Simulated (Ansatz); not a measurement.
Geometry relaxation of Al3GaAs4 (part 2 of 2)

The same run, continued: Al3GaAs4 (8 atoms in the cell); DFT PBE, scalar-relativistic, plane waves, PAW, no spin polarisation (Ansatz 0.2.0); cutoff 420 eV, 8×8×4 k-mesh, Gaussian smearing of 0.02 eV. The structure was made by a generator, so it may or may not be a known phase.

Geometry of the input (Å; fractional positions):
```
4.0744  0.0000  0.0000
0.0000  4.0744  0.0000
0.0000  0.0000  11.3413
Al 0.0000  0.0000  0.0000
Al 0.5000  0.5000  0.2497
Al 0.5000  0.5000  0.7503
Ga 0.0000  0.0000  0.5000
As 0.5000  0.0000  0.3739
As 0.0000  0.5000  0.6261
As 0.5000  0.0000  0.8751
As 0.0000  0.5000  0.1249
```

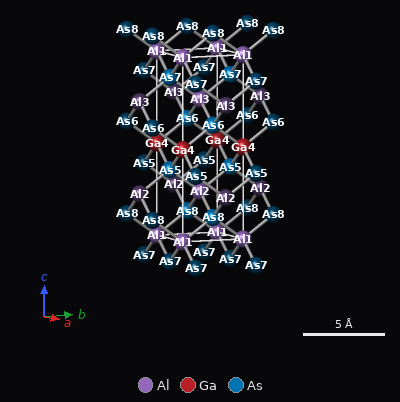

*The geometry at step 3 of the log (ball-and-stick view of the cell of the calculation, seen slightly off an axis; neighbours outside the cell are drawn fainter; atoms are numbered from 1 in the order of the input).*

**Output, continued**
```
--- Per-component energies (eV) ---
  E_band       = -1153.890552
  E_kinetic    = 595.476193
  E_local      = -11189.780627  (includes V_loc(G=0)·N_el)
  E_nonlocal   = -2225.663838
  E_hartree    = 5811.879020
  E_xc         = -503.661309
  E_vxc        = -460.025475  (∫ρ·V_xc dr)
  E_paw        = -10733.817799  (= ΣΔE_a)
  E_vpaw       = 502.345203  (= ΣTr[D̂ρ^β])
  E_aug_tail   = -0.000091  (compensation charges beyond the density's cutoff)
  E_ewald      = -6578.121314
  E_smearing   = -0.000000  (= −TS)
  E_closure    = 0.000000  (closes the sum)
  Σ components = -24823.689764   (vs F -24823.689764, Δ=0.00e0)
--- Forces (eV/Å), atoms counted from 1 ---
  atom   1  Al    -0.00000000     0.00000000    -0.00000000
  atom   2  Al    -0.00000000     0.00000000    -0.00132955
  atom   3  Al    -0.00000000     0.00000000     0.00132955
  atom   4  Ga    -0.00000000     0.00000000     0.00000000
  atom   5  As     0.00000000     0.00000000    -0.00115108
  atom   6  As     0.00000000     0.00000000     0.00115108
  atom   7  As     0.00000000     0.00000000    -0.00019143
  atom   8  As     0.00000000     0.00000000     0.00019143
  max |Σ_I F_I| component: 4.26e-16 eV/Å
--- Stress (GPa, compression-positive) ---
       -0.004222       0.000000      -0.000000
        0.000000      -0.004222       0.000000
       -0.000000       0.000000       0.005085
  P = ⅓ Tr σ = -0.0011 GPa (-0.011 kbar)
--- Band table (eV; the first three rows and the last of 45) ---
  k-point 0: bands = ["-28.2498", "-28.2498", "-28.2492", "-28.2491", "-28.2286", "-28.2282", "-28.2247", "-28.2247", "-28.2183", "-28.2183", "-28.1151", "-28.1148", "-28.1146", "-28.1146", "-28.1138", "-28.1138", "-28.1062", "-28.1060", "-28.1051", "-28.1047", "-8.0888", "-8.0203", "-8.0203", "-7.9835", "-7.9676", "-5.4883", "-4.7591", "-4.6422", "-3.5130", "0.7204", "2.7943", "3.1844", "4.1731", "4.1731", "4.9654", "4.9654", "5.0521", "5.0521", "6.3629", "6.3772", "6.3772", "7.6458", "7.8911", "8.5387", "8.7776", "8.9268", "9.9263", "9.9600", "10.4807", "10.4818"]
  k-point 1: bands = ["-28.2498", "-28.2498", "-28.2492", "-28.2491", "-28.2286", "-28.2282", "-28.2247", "-28.2247", "-28.2183", "-28.2183", "-28.1151", "-28.1148", "-28.1146", "-28.1146", "-28.1138", "-28.1138", "-28.1062", "-28.1060", "-28.1051", "-28.1047", "-8.0888", "-8.0203", "-8.0203", "-7.9835", "-7.9676", "-5.4417", "-5.0213", "-4.3243", "-3.6339", "0.8935", "2.1662", "3.8946", "4.2276", "4.2276", "4.6551", "4.6551", "5.4238", "5.4238", "5.7859", "6.2330", "6.2330", "7.8805", "8.2321", "8.4732", "8.6908", "9.3325", "9.4569", "10.0082", "10.3022", "10.7026"]
  k-point 2: bands = ["-28.2498", "-28.2498", "-28.2492", "-28.2491", "-28.2286", "-28.2282", "-28.2247", "-28.2247", "-28.2183", "-28.2183", "-28.1151", "-28.1148", "-28.1146", "-28.1146", "-28.1138", "-28.1138", "-28.1062", "-28.1060", "-28.1051", "-28.1047", "-8.0889", "-8.0203", "-8.0203", "-7.9835", "-7.9676", "-5.3513", "-5.2022", "-3.9911", "-3.8947", "1.2065", "1.6610", "4.3700", "4.3700", "4.4123", "4.4123", "4.6668", "5.0108", "5.7790", "5.7790", "5.9508", "5.9508", "7.9718", "8.2447", "8.7413", "8.9682", "9.2791", "9.4993", "9.8663", "9.8725", "11.2139"]
  k-point 44: bands = ["-28.2507", "-28.2495", "-28.2477", "-28.2477", "-28.2289", "-28.2289", "-28.2255", "-28.2246", "-28.2171", "-28.2171", "-28.1153", "-28.1149", "-28.1140", "-28.1140", "-28.1131", "-28.1131", "-28.1057", "-28.1057", "-28.1052", "-28.1052", "-8.0688", "-8.0688", "-7.9985", "-7.9858", "-7.9706", "-3.5454", "-3.5454", "-3.4544", "-3.4544", "0.1709", "1.0989", "1.1008", "1.1357", "3.6548", "3.6856", "3.6966", "3.7699", "3.8381", "3.8381", "3.8459", "3.8459", "8.7895", "8.7895", "9.0494", "9.0494", "9.1427", "9.6224", "9.6409", "9.9357", "14.2024"]
--- Relaxed structure (3 steps of the walk, 3 accepted, 1 SCFs on fresh bases) ---
  F+E_penalty+E_count = -24823.68976398 eV   max|allowed force component| = 1.330e-3 eV/Å   (the final SCF, on the basis selected at the relaxed cell)
  cell:  # Å, volume = 188.4132 Å³
    - [4.055481234838596, 0.0, -5.647613197692438e-34]
    - [0.0, 4.055481234838596, 0.0]
    - [-1.5720394004321844e-33, 0.0, 11.455831828191245]
  atoms:
    - { symbol: Al, position: [-1.7707353357167357e-34, 0.0, -1.194968150938964e-21] }
    - { symbol: Al, position: [0.5000000000000001, 0.5000000000000001, 0.24976265838437978] }
    - { symbol: Al, position: [0.5000000000000001, 0.5000000000000001, 0.7502373416156202] }
    - { symbol: Ga, position: [4.74534912699897e-35, 0.0, 0.5000000000000001] }
    - { symbol: As, position: [0.5000000000000001, 0.0, 0.3741314343285013] }
    - { symbol: As, position: [2.823205764662032e-34, 0.5000000000000001, 0.6258685656714987] }
    - { symbol: As, position: [0.5000000000000001, 0.0, 0.8751053144355165] }
    - { symbol: As, position: [4.1544885353103806e-35, 0.5000000000000001, 0.12489468556448369] }
```

**Trajectory as extended XYZ (Å, eV, eV/Å), 4 frames, from step=1 to step=4**
```
8
Lattice="4.0744 0.0000 0.0000 0.0000 4.0744 0.0000 0.0000 0.0000 11.3413" Properties=species:S:1:pos:R:3:forces:R:3 step=1 energy=-24823.68501 pressure_GPa=0.04
Al    0.0000    0.0000    0.0000    0.0000   0.0000   0.0000
Al    2.0372    2.0372    2.8322    0.0000   0.0000  -0.0071
Al    2.0372    2.0372    8.5091    0.0000   0.0000   0.0071
Ga    0.0000    0.0000    5.6707    0.0000   0.0000   0.0000
As    2.0372    0.0000    4.2410    0.0000   0.0000   0.0114
As    0.0000    2.0372    7.1003    0.0000   0.0000  -0.0114
As    2.0372    0.0000    9.9248    0.0000   0.0000   0.0022
As    0.0000    2.0372    1.4166    0.0000   0.0000  -0.0022
8
Lattice="4.0515 0.0000 0.0000 0.0000 4.0515 0.0000 0.0000 0.0000 11.4794" Properties=species:S:1:pos:R:3:forces:R:3 step=2 energy=-24823.68949 pressure_GPa=-0.01
Al    0.0000    0.0000    0.0000    0.0000   0.0000   0.0000
Al    2.0257    2.0257    2.8662    0.0000   0.0000   0.0015
Al    2.0257    2.0257    8.6131    0.0000   0.0000  -0.0015
Ga    0.0000    0.0000    5.7397    0.0000   0.0000   0.0000
As    2.0257    0.0000    4.2936    0.0000   0.0000   0.0096
As    0.0000    2.0257    7.1857    0.0000   0.0000  -0.0096
As    2.0257    0.0000   10.0460    0.0000   0.0000   0.0010
As    0.0000    2.0257    1.4334    0.0000   0.0000  -0.0010
8
Lattice="4.0555 0.0000 0.0000 0.0000 4.0555 0.0000 0.0000 0.0000 11.4558" Properties=species:S:1:pos:R:3:forces:R:3 step=3 energy=-24823.68970 pressure_GPa=-0.00
Al    0.0000    0.0000    0.0000    0.0000   0.0000   0.0000
Al    2.0277    2.0277    2.8612    0.0000   0.0000  -0.0013
Al    2.0277    2.0277    8.5946    0.0000   0.0000   0.0013
Ga    0.0000    0.0000    5.7279    0.0000   0.0000   0.0000
As    2.0277    0.0000    4.2860    0.0000   0.0000  -0.0012
As    0.0000    2.0277    7.1698    0.0000   0.0000   0.0012
As    2.0277    0.0000   10.0251    0.0000   0.0000  -0.0002
As    0.0000    2.0277    1.4308    0.0000   0.0000   0.0002
8
Lattice="4.0555 0.0000 0.0000 0.0000 4.0555 0.0000 0.0000 0.0000 11.4558" Properties=species:S:1:pos:R:3:forces:R:3 step=4 energy=-24823.68976 pressure_GPa=-0.00
Al    0.0000    0.0000    0.0000    0.0000   0.0000   0.0000
Al    2.0277    2.0277    2.8612    0.0000   0.0000  -0.0013
Al    2.0277    2.0277    8.5946    0.0000   0.0000   0.0013
Ga    0.0000    0.0000    5.7279    0.0000   0.0000   0.0000
As    2.0277    0.0000    4.2860    0.0000   0.0000  -0.0012
As    0.0000    2.0277    7.1698    0.0000   0.0000   0.0012
As    2.0277    0.0000   10.0251    0.0000   0.0000  -0.0002
As    0.0000    2.0277    1.4308    0.0000   0.0000   0.0002
```

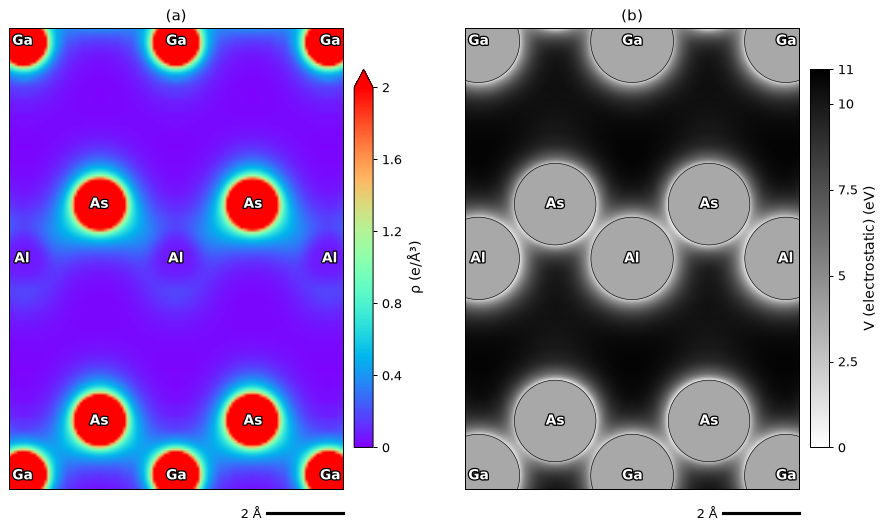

*(a) valence charge density (pseudo); (b) electrostatic potential (local pseudopotential plus Hartree) felt by an electron on the (100) plane of the conventional cell. Grey discs, where drawn, cover atomic cores.*

Al–As (2.48 Å): the density is about 0.46 e/Å³ at the midpoint. Ga–As (2.49 Å): the density is about 0.47 e/Å³ at the midpoint. Away from the nuclei the density in this plane falls to 0.01 e/Å³ at its lowest. Outside the cores the potential energy rises away from the atoms and is highest about 2.5 Å from the nearest atoms; outside the discs it spans about 10 eV, and its zero is arbitrary. Core electrons are frozen (PAW), so the fields are smoothed inside the atomic spheres.

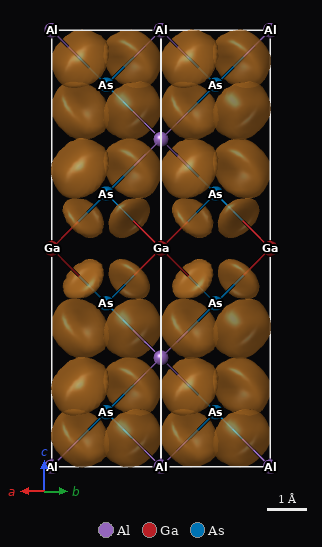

*Isosurface of the electron localisation function at 0.7 (orange), seen along [110]. Core shells and regions of very low density are left out. Sticks mark near contacts. The outline is the cell set on symmetry axes.*

The ELF exceeds this value in twelve regions between bonded Al–As atoms (shared pairs) and four regions between bonded As–Ga atoms (shared pairs), counted in one cell of 8 atoms.

**Results in brief**

- outcome: converged
- space group (tolerance 0.01 Å): P-4m2 (115)
- electrons treated: 82
- free energy: −24823.6898 eV
- Fermi energy: 7.012 eV
- gap on the k-point mesh: 1.27 eV
- pressure: 0.00 GPa
- final volume: 188.41 Å³
- largest force (length of the vector) at the end: 0.001 eV/Å
- final cell: a = 4.055 Å, b = 4.055 Å, c = 11.456 Å, α = 90.00°, β = 90.00°, γ = 90.00°
- hardware: 1 thread of Arm Neoverse V2, 24 GiB of memory available, shared host
- wall time: 2.7 min
- peak memory: 0.59 GiB
